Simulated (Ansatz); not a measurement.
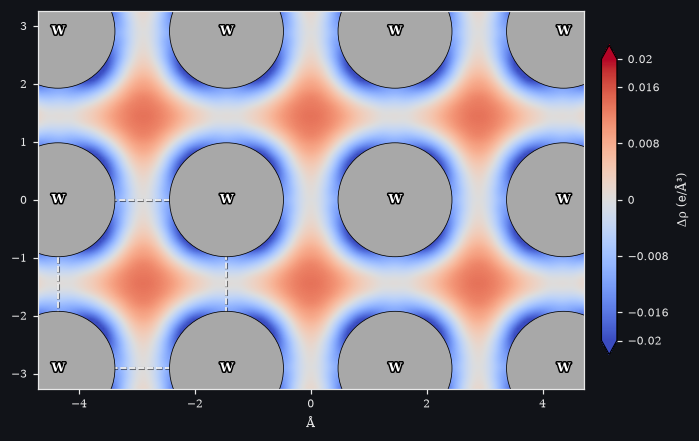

W. Difference of the valence pseudo-densities of two functionals at the same geometry, on the (101) plane of the calculation cell: r2SCAN less LDA.

Both computed with Ansatz (plane waves, PAW), on the same k-point mesh. Grey discs cover the atomic cores.

Q: Where does the change of functional move the electrons?

A: Against LDA, r2SCAN gives less density around W (−0.007 e/Å³ on average at 1.1 Å from the nucleus).
